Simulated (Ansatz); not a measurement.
MoS2: single-point calculation (part 1 of 2)

System: MoS2 (P6₃/mmc, 6 atoms in the cell).
Method: DFT, HSE06, plane waves, PAW, no spin polarisation (Ansatz 0.2.0).

The structure derives from an entry of the Crystallography Open Database. The geometry comes from this level: r2scan-rvv10. Figures and captions count atoms from 1; the log counts them from 0 in places.

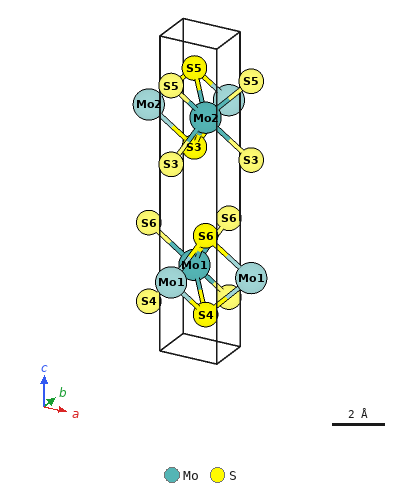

Fig. 1: The structure as given in the input (ball-and-stick view of the cell of the calculation, seen slightly off an axis; neighbours outside the cell are drawn fainter; atoms are numbered from 1 in the order of the input). Near neighbours in the crystal (not all of them lie inside the picture): Mo has 6 S at 2.40 Å; S has 3 Mo at 2.40 Å.

Input file
```yaml
crystal:
  lattice:
    - [3.1730194941, 0.0, 0.0]
    - [-1.586509747, 2.7479154886, 0.0]
    - [0.0, 0.0, 12.4359056939]
  atoms:
    - { symbol: Mo, position: [0.3333333333, 0.6666666667, 0.25] }
    - { symbol: Mo, position: [0.6666666667, 0.3333333333, 0.75] }
    - { symbol: S, position: [0.3333333333, 0.6666666667, 0.6249005388] }
    - { symbol: S, position: [0.6666666667, 0.3333333333, 0.1249005388] }
    - { symbol: S, position: [0.3333333333, 0.6666666667, 0.8750994612] }
    - { symbol: S, position: [0.6666666667, 0.3333333333, 0.3750994612] }
kpoints:
  mp_grid: { grid: [6, 6, 2] }
  band_path:
    path:
      - [0.0, 0.0, 0.0]
      - [0.5, 0.0, 0.0]
      - [0.3333333333, 0.3333333333, 0.0]
      - [0.0, 0.0, 0.5]
      - [0.5, 0.0, 0.5]
      - [0.3333333333, 0.3333333333, 0.5]
      - [0.177083, 0.177083, 0.0]
    npoints: 1
hamiltonian:
  xc: hse06
scf:
  occupations: { method: fixed }
  n_extra_bands: 5
output:
  forces: true
  stress: true
  eigenvalues: true
  write_density: true
  write_potential: true
  elf: true
  volumetric_format: npy
```

Machine: 4 threads of Arm Neoverse V1, 24 GiB of memory available, shared host.

Launched with:
```bash
ansatz run input.yaml --threads 4 --pin off --max-ram 5529MiB --backend cpu --events-out ev --progress --plain --runs-dir out
```

Log
```
Warning: output.stress: scf.convergence.dr2_threshold = 1e-7 eV (the SCF's general default) is looser than the 6e-10 eV advised for a printed stress (1e-10 eV for each atom of the cell: 6). What an SCF threshold leaves in a stress goes as its square root, and in the free energy as the threshold itself, and one threshold admits the most on a small cell: of the crystals measured, under no hybrid functional and no lock of the moments, on runs that ended without the residual-converged pass, on stresses that held no estimate of that error, the worst erred by over 100 MPa in a component at 1e-7 eV an atom and by under 5 at 1e-10. Set scf.convergence.dr2_threshold to 6e-10 eV or tighter. The threshold is an SCF's pass mark: one that does not reach it within its budget of iterations ends unconverged, or closes short of it on a stop that the run arms, and scf.convergence.dr2_threshold's page says what that costs each kind of run
Warning: output.stress: scf.exx.energy_threshold = 1e-6 eV is looser than the 6e-8 eV advised for a stress under a hybrid functional (1e-8 eV for each atom of the cell: 6). Every SCF of the exchange loop can meet its threshold on dr2 while the loop round them stops early: no threshold on dr2 bounds what that leaves in the stress. Set scf.exx.energy_threshold to 6e-8 eV or tighter. The threshold is the loop's pass mark: a loop that does not reach it within its budget of cycles ends unconverged, and scf.exx.energy_threshold's page has the law
scf.n_extra_bands = 5 over 26 filled bands (N_el = 52.0): the run solves 31 bands
Engine: ansatz 0.2.0, aarch64-unknown-linux-gnu
Pseudopotentials: kind: paw
Pseudopotential: Mo, paw, valence charge 14, recommended cutoff 420 eV (normal), Mo.paw.azcp
Pseudopotential: S, paw, valence charge 6, recommended cutoff 420 eV (normal), S.paw.azcp
Functional definition: HSE06
  parameter a = 0.25
  parameter omega = 0.11/bohr
  exchange = pbe_x - a*pbe_x_sr(omega) + a*exact_x_sr(omega)
  correlation = pbe_c
davidson cushion auto → on  (no smearing: the cushion is to keep the highest requested band from converging to the state above it; pin scf.eigensolver.cushion to override)
Crystal: 6 atoms, lattice volume = 108.431 Å³
Basis set: ecut = 420 eV, 2105 PW (Γ), exchange–correlation on 48×48×180 points (8 copies of the dense FFT grid, shifted against one another)
Bands: 31, of which v1, the nominal top of the filled ones, is band 26 counted from 1 (25 counted from 0)
Symmetry: 24 space group operations
Space group: P63/mmc (ITA 194), of the structure as read, at distance tolerance 4.8e-5 Å
k-points: 14 of 72
Non-local potential: Mo, projectors of the file, l = 0: 3, l = 1: 2, l = 2: 2, l = 3: 1
Non-local potential: S, projectors of the file, l = 0: 2, l = 1: 2, l = 2: 2
PAW form: soft (Blöchl's): semilocal exchange-correlation on the pseudo side does not see the compensation charge
PAW frozen core: Mo, regenerated for the run's functional, and the local potential with it (the file was generated under x = pbe(κ = 0.804, μ = 0.2195149727645171), c = pbe(β = 0.06672455060314922))
PAW frozen core: S, regenerated for the run's functional, and the local potential with it (the file was generated under x = pbe(κ = 0.804, μ = 0.2195149727645171), c = pbe(β = 0.06672455060314922))
PAW one-centre angular grid: Mo, 590 points (default); XC on 64 Gauss nodes
PAW one-centre angular grid: S, 110 points (default); XC on 64 Gauss nodes
Initial density: superposition of atomic densities (neutral atoms: chi_scale 0, normalization atom), corrected by the library's trained network
Initial wavefunctions: pseudopotential atomic-orbital guess
Functional: x = pbe(κ = 0.804, μ = 0.2195149727645171), c = pbe(β = 0.06672455060314922), warm-up for x = pbe(κ = 0.804, μ = 0.2195149727645171) + 0.25 (exact − pbe) at short range (hse, ω = 0.20786987370883472 Å⁻¹), c = pbe(β = 0.06672455060314922); HSE06 as pw.x's `hse` composes it (authors' and Libxc's form: `xc: wpbeh`)
SCF iter   1: F=—  HF=-13525.540402 eV  |F-HF|=—  |Δ(HF+E_count)|=         —  Δρ=5.51e-3  dr2=7.40e-3  ethr=1.77e-3  ⟨swp⟩=5.9  Hψ=1884  notcnv=0
preconditioner: auto → none  [insulator: Δε(μ)=0.938 eV  Ē_g=7.630 eV  n_scr=26 (ndim 8)  ℏωp=21.4 eV  f_vac=0.022]
SCF iter   2: F=—  HF=-13525.550753 eV  |F-HF|=—  |Δ(HF+E_count)|=   1.04e-2  Δρ=2.88e-3  dr2=2.93e-3  ethr=1.42e-5  ⟨swp⟩=4.2  Hψ=1440  notcnv=0
SCF iter   3: F=—  HF=-13525.556668 eV  |F-HF|=—  |Δ(HF+E_count)|=   5.91e-3  Δρ=2.35e-3  dr2=1.77e-2  ethr=5.64e-6  ⟨swp⟩=4.0  Hψ=1330  notcnv=0  recentre
iter 4 solved again at ethr=1.57e-7 eV; its pass at ethr=5.64e-6 eV (dr2=8.16e-5 eV) is discarded
SCF iter   4: F=-13525.554615 eV  HF=-13525.554660 eV  |F-HF|=4.52e-5  |Δ(HF+E_count)|=   2.01e-3  Δρ=2.80e-4  dr2=8.15e-5  ethr=1.57e-7  ⟨swp⟩=3.1  Hψ=2261  notcnv=0  defer=1
SCF 1 stopped early in 4 iterations: F = -13525.554615 eV  dr2 = 8.15e-5
  greatest PAW one-centre occupation: 0.998 electrons in one spin orbital (limit 2), on the Mo atom at site 1 (counted from 0), in its partial waves of l = 0
Initial density: handed on by an earlier stage of this run
Initial wavefunctions: those handed on with the density
Functional: x = pbe(κ = 0.804, μ = 0.2195149727645171) + 0.25 (exact − pbe) at short range (hse, ω = 0.20786987370883472 Å⁻¹), c = pbe(β = 0.06672455060314922); HSE06 as pw.x's `hse` composes it (authors' and Libxc's form: `xc: wpbeh`)
Exchange kernel: α = 0.2500, screened, ω = 0.2079 Å⁻¹, Wigner–Seitz truncation, v(0) = 1044.3846 eV·Å³, q-mesh 6×6×2, nearest image of the exchange supercell L = 19.04 Å, pair-density grid 15×15×54, without the augmentation charges, whose exchange is taken in its separable form by FFT convolution over the k-point mesh (sized by the pseudopotential files, 20×20×90 at the most), smooth part of the exact exchange by density-matrix convolution
Frozen-core exchange: fock
SCF iter   1: F=—  HF=-13531.630358 eV  |F-HF|=—  |Δ(HF+E_count)|=         —  Δρ=1.08e-2  dr2=2.51e-1  ethr=1.57e-6  ⟨swp⟩=6.6  Hψ=2216  notcnv=0
preconditioner: auto → none  [insulator: Δε(μ)=1.449 eV  Ē_g=9.072 eV  n_scr=26 (ndim 8)  ℏωp=21.4 eV  f_vac=0.019]
SCF iter   2: F=—  HF=-13531.670649 eV  |F-HF|=—  |Δ(HF+E_count)|=   4.03e-2  Δρ=1.24e-2  dr2=5.56e-1  ethr=1.57e-6  ⟨swp⟩=6.0  Hψ=2073  notcnv=0  recentre
SCF iter   3: F=—  HF=-13531.580903 eV  |F-HF|=—  |Δ(HF+E_count)|=   8.97e-2  Δρ=3.43e-3  dr2=1.78e-2  ethr=1.57e-6  ⟨swp⟩=5.4  Hψ=1958  notcnv=0
SCF iter   4: F=—  HF=-13531.595170 eV  |F-HF|=—  |Δ(HF+E_count)|=   1.43e-2  Δρ=1.99e-3  dr2=6.16e-3  ethr=1.57e-6  ⟨swp⟩=4.0  Hψ=1543  notcnv=0
SCF iter   5: F=—  HF=-13531.593847 eV  |F-HF|=—  |Δ(HF+E_count)|=   1.32e-3  Δρ=5.18e-4  dr2=2.20e-4  ethr=1.57e-6  ⟨swp⟩=4.0  Hψ=1400  notcnv=0
SCF iter   6: F=—  HF=-13531.594724 eV  |F-HF|=—  |Δ(HF+E_count)|=   8.77e-4  Δρ=2.94e-4  dr2=2.01e-4  ethr=2.17e-7  ⟨swp⟩=3.9  Hψ=1341  notcnv=0
SCF iter   7: F=-13531.594684 eV  HF=-13531.594684 eV  |F-HF|=1.20e-7  |Δ(HF+E_count)|=   3.98e-5  Δρ=2.87e-5  dr2=5.99e-6  ethr=2.17e-7  ⟨swp⟩=3.0  Hψ=1107  notcnv=0
SCF 2 stopped early in 7 iterations: F = -13531.594684 eV  dr2 = 5.99e-6
  Residual-converged pass: ⟨swp⟩=4.3  Hψ=1551  notcnv=0  max |occ|·‖R‖ = 6.5e-6 eV (tolerance 6.7e-6 eV)  dr2=5.99e-6  dr2_onsite=4.33e-8  max |Δocc| = 0.0e0
hybrid outer 1: dexx = +2.318e-2 eV, tail = 3.59e-5 eV
Exchange kernel: α = 0.2500, screened, ω = 0.2079 Å⁻¹, Wigner–Seitz truncation, v(0) = 1044.3846 eV·Å³, q-mesh 6×6×2, nearest image of the exchange supercell L = 19.04 Å, pair-density grid 15×15×54, without the augmentation charges, whose exchange is taken in its separable form by FFT convolution over the k-point mesh (sized by the pseudopotential files, 20×20×90 at the most), smooth part of the exact exchange by density-matrix convolution
Frozen-core exchange: fock
SCF iter   1: F=—  HF=-13531.594705 eV  |F-HF|=—  |Δ(HF+E_count)|=         —  Δρ=6.95e-5  dr2=2.61e-6  ethr=3.46e-7  ⟨swp⟩=3.1  Hψ=1102  notcnv=0
preconditioner: auto → none  [insulator: Δε(μ)=1.477 eV  Ē_g=8.960 eV  n_scr=26 (ndim 8)  ℏωp=21.4 eV  f_vac=0.020]
SCF iter   2: F=—  HF=-13531.594705 eV  |F-HF|=—  |Δ(HF+E_count)|=   5.82e-7  Δρ=1.97e-5  dr2=6.34e-7  ethr=4.24e-9  ⟨swp⟩=3.5  Hψ=1169  notcnv=0
SCF iter   3: F=—  HF=-13531.594710 eV  |F-HF|=—  |Δ(HF+E_count)|=   4.90e-6  Δρ=1.63e-5  dr2=2.39e-7  ethr=1.68e-10  ⟨swp⟩=4.9  Hψ=1575  notcnv=0
SCF iter   4: F=—  HF=-13531.594710 eV  |F-HF|=—  |Δ(HF+E_count)|=   6.27e-8  Δρ=1.66e-6  dr2=1.39e-7  ethr=1.68e-10  ⟨swp⟩=3.1  Hψ=1248  notcnv=0
SCF iter   5: F=—  HF=-13531.594710 eV  |F-HF|=—  |Δ(HF+E_count)|=   6.00e-7  Δρ=6.01e-6  dr2=3.76e-8  ethr=2.27e-12  ⟨swp⟩=6.1  Hψ=1766  notcnv=0
SCF iter   6: F=—  HF=-13531.594710 eV  |F-HF|=—  |Δ(HF+E_count)|=   7.63e-8  Δρ=2.68e-6  dr2=8.64e-9  ethr=2.27e-12  ⟨swp⟩=5.4  Hψ=1598  notcnv=0  defer=2
SCF iter   7: F=-13531.594710 eV  HF=-13531.594710 eV  |F-HF|=8.26e-10  |Δ(HF+E_count)|=   1.10e-8  Δρ=5.98e-7  dr2=9.85e-10  ethr=2.27e-12  ⟨swp⟩=5.3  Hψ=1543  notcnv=0  defer=2
SCF 3 converged in 7 iterations: F = -13531.594710 eV  dr2 = 9.85e-10
  Residual-converged pass: ⟨swp⟩=2.4  Hψ=891  notcnv=0  max |occ|·‖R‖ = 7.7e-7 eV (tolerance 7.7e-7 eV)  dr2=9.88e-10  dr2_onsite=1.74e-11  max |Δocc| = 0.0e0
```

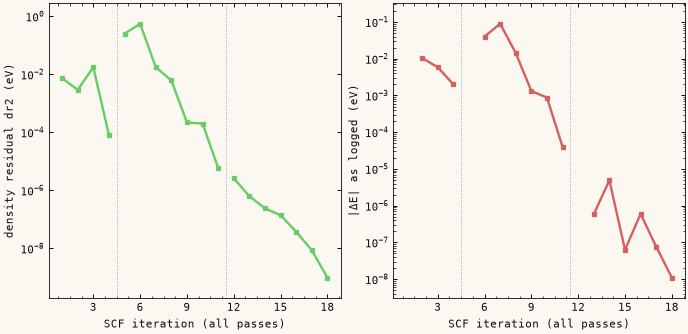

Fig. 2: Convergence of the self-consistent field: density residual dr2 and size of the energy change against the SCF iteration. The run starts with a semilocal functional; after that each stretch between dotted lines is one SCF of the hybrid functional between two exact rebuilds of the exchange operator by the outer loop. Early passes are stopped at a loose threshold. The passes take 4, 7 and 7 iterations.

```
hybrid outer 2: dexx = +8.974e-6 eV, tail = 2.38e-8 eV, Δε = 2.82e-3 eV (about 6.89e-5 eV left of the loop's levels), ΔF = 2.15e-3 eV/Å (tail 4.95e-4)
NSCF: frozen V_eff on 7 k-points
hybrid SCF converged: 2 outer / 14 inner (+4 warm-up), last move |dexx| = 8.97e-6 eV, tail = 2.38e-8 eV
Stability not checked: this state was not tested for a lower state beside it, because the functional holds exact exchange (a hybrid, or Hartree-Fock), whose exchange loop this test does not read (fock_operator; see scf.lower_state_search)
Free energy (F): -13531.594711 eV
Frozen-core exchange: fock
Harris-Foulkes:  -13531.594711 eV  (|F-HF|=8.26e-10)
Internal energy: -13531.594711 eV  (E = F + TS)
E sigma→0 (E₀):  -13531.594711 eV
Fermi energy:    10.327105 eV
--- Per-component energies (eV) ---
  E_band       = -413.346641
  E_kinetic    = 1307.898389
  E_local      = -4010.494040  (includes V_loc(G=0)·N_el)
  E_nonlocal   = 394.032661
  E_hartree    = 1545.763221
  E_xc         = -607.129446
  E_vxc        = -646.508484  (∫ρ·V_xc dr)
  E_exx        = -128.821791  (= α·E_x^exact, valence–valence)
  E_paw        = -8827.769782  (= ΣΔE_a)
  E_vpaw       = -292.156842  (= ΣTr[D̂ρ^β])
  E_aug_tail   = 0.000076  (compensation charges beyond the density's cutoff)
  E_ewald      = -3203.822117
  E_core_change = -1.251883  (= ΣΔE_core)
  E_smearing   = -0.000000  (= −TS)
  E_closure    = 0.000000  (closes the sum)
  Σ components = -13531.594711   (vs F -13531.594711, Δ=0.00e0)
--- Forces (eV/Å), atoms counted from 1 ---
  atom   1  Mo     0.00000000    -0.00000000     0.00000000
  atom   2  Mo     0.00000000     0.00000000    -0.00000000
  atom   3  S     -0.00000000     0.00000000     0.40593166
  atom   4  S      0.00000000     0.00000000     0.40593166
  atom   5  S     -0.00000000    -0.00000000    -0.40593166
  atom   6  S      0.00000000    -0.00000000    -0.40593166
  max |Σ_I F_I| component: 1.11e-16 eV/Å
--- Stress (GPa, compression-positive) ---
       -2.805024       0.000000      -0.000000
        0.000000      -2.805024      -0.000000
       -0.000000      -0.000000      -1.498874
  P = ⅓ Tr σ = -2.3696 GPa (-23.696 kbar)
--- Band table (eV; the first three rows and the last of 14) ---
  k-point 0: bands = ["-55.2105", "-55.2105", "-27.9494", "-27.9492", "-27.6907", "-27.6907", "-27.6907", "-27.6907", "-6.2473", "-5.9943", "-4.8565", "-4.4311", "2.6794", "3.7146", "6.5171", "6.5767", "6.5767", "6.5904", "6.5904", "7.9062", "7.9062", "7.9517", "7.9517", "8.8420", "9.1432", "10.3271", "13.1556", "13.1556", "13.1816", "13.1816", "13.3373"]
  k-point 1: bands = ["-55.2105", "-55.2105", "-27.9493", "-27.9493", "-27.6907", "-27.6907", "-27.6907", "-27.6907", "-6.1368", "-6.1368", "-4.6303", "-4.6303", "3.1240", "3.1240", "6.5835", "6.5835", "6.5835", "6.5835", "7.4729", "7.4729", "7.9289", "7.9289", "7.9289", "7.9289", "10.0163", "10.0163", "13.1608", "13.1608", "13.1608", "13.1608", "13.4311"]
  k-point 2: bands = ["-55.1987", "-55.1987", "-27.9261", "-27.9259", "-27.8103", "-27.8103", "-27.7179", "-27.7179", "-5.8006", "-5.5547", "-4.6549", "-4.2797", "3.1653", "4.1642", "5.7114", "5.7712", "5.7767", "6.6555", "7.0296", "7.0641", "7.2730", "7.3319", "8.0139", "8.9238", "9.0536", "9.5074", "12.4797", "12.8727", "12.9199", "13.0656", "13.0875"]
  k-point 13: bands = ["-55.1574", "-55.1574", "-28.0330", "-28.0330", "-27.9968", "-27.9968", "-27.8435", "-27.8435", "-3.7135", "-3.7135", "-3.6508", "-3.6508", "3.4948", "3.4948", "4.3246", "4.3246", "5.0291", "5.0291", "5.3573", "5.3573", "6.4556", "6.4556", "7.0771", "7.0771", "9.6304", "9.6304", "11.8048", "11.8048", "13.4566", "13.4566", "14.0154"]
```

File bands.tsv
```
# k_distance	band_0	band_1	band_2	band_3	band_4	band_5	band_6	band_7	band_8	band_9	band_10	band_11	band_12	band_13	band_14	band_15	band_16	band_17	band_18	band_19	band_20	band_21	band_22	band_23	band_24	band_25	band_26	band_27	band_28	band_29	band_30
# fermi_ev = 10.327105
# lock_threshold_ev = 1e-6
# [0, 0, 0] at k_distance = 0.000000
# [0.5, 0, 0] at k_distance = 1.143264
# [0.3333333333, 0.3333333333, 0] at k_distance = 1.803328
# [0, 0, 0.5] at k_distance = 3.147409
# [0.5, 0, 0.5] at k_distance = 4.290673
# [0.3333333333, 0.3333333333, 0.5] at k_distance = 4.950737
# [0.177083, 0.177083, 0] at k_distance = 5.619127
# levels_relative_to = fermi_ev
# free_energy_ev = -13531.594711
```
